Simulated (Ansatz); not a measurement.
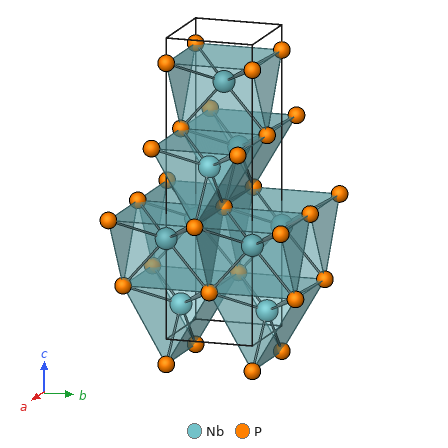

System: NbP, space group I4_1md (No. 109). The picture shows the cell.

Structure:
```xyz
8
Lattice="-3.3203 0.0000 0.0000 0.0000 -3.3203 0.0000 0.0000 0.0000 11.2904" Properties=species:S:1:pos:R:3 pbc="T T T"
Nb    0.0000    0.0000    3.7697
Nb   -1.6601   -1.6601    9.4149
Nb   -1.6601    0.0000    0.9471
Nb    0.0000   -1.6601    6.5923
P    -3.3203    0.0000   10.3436
P    -1.6601   -1.6601    4.6984
P    -3.3203   -1.6601    1.8758
P    -1.6601    0.0000    7.5210
```

How it was computed, with Ansatz 0.2.0: rigid slide of a crystal across a plane by tilting cell vector c, one fault a cell, unrelaxed, by plane-wave density functional theory with PAW datasets, free energies less that of the undisturbed cell; scalar-relativistic. Level: PBEsol, no spin polarisation.

- wave cutoff: 420 eV
- k mesh: 14×14×4
- occupations: Gaussian
- smearing width: 0.15 eV
- k shift: (0, 0, 0) (mesh steps)
- start: relaxed
- height of the cut: 0 (fraction of cell vector c)
- slip vector: (1, -1) (multiples of cell vectors a and b)

The points at slip 0.5833, 0.6667, 0.75, 0.8333 and 0.9167 follow from computed ones by symmetry.

Describe the result: the fault energy and shear traction against slip. The slip takes the values 0.0000, 0.0833, 0.1667, 0.2500, 0.3333, 0.4167, 0.5000, 0.5833, 0.6667, 0.7500, 0.8333, 0.9167.

The highest fault energy among the points, the barrier to rigid slip along this vector, is 2220 mJ/m² at slip 0.25; a local minimum of 76.4 mJ/m² at slip 0.5 marks a metastable stacking fault. The shear traction goes from 0.00 GPa at slip 0.0000 to −22.77 GPa at 0.9167, not monotonically, with a high of 28.92 GPa at 0.1667 and a low of −28.92 GPa at 0.8333. The spacing at cut is 1.89 Å.

```
slip (fraction of the slip vector)  fault energy (mJ/m²)  shear traction (GPa)
                            0.0000                   0.0                  0.00
                            0.0833                 466.0                 22.77
                            0.1667                1570.9                 28.92
                            0.2500                2223.4                 -0.24
                            0.3333                1580.4                -27.58
                            0.4167                 525.6                -21.85
                            0.5000                  76.4                  0.00
                            0.5833                 525.6                 21.85
                            0.6667                1580.4                 27.58
                            0.7500                2223.4                  0.24
                            0.8333                1570.9                -28.92
                            0.9167                 466.0                -22.77
```

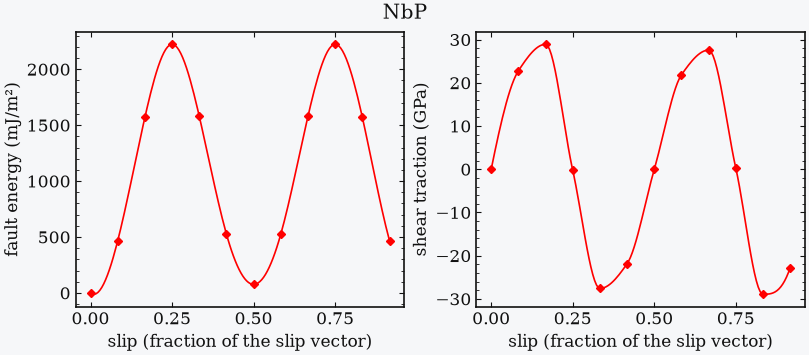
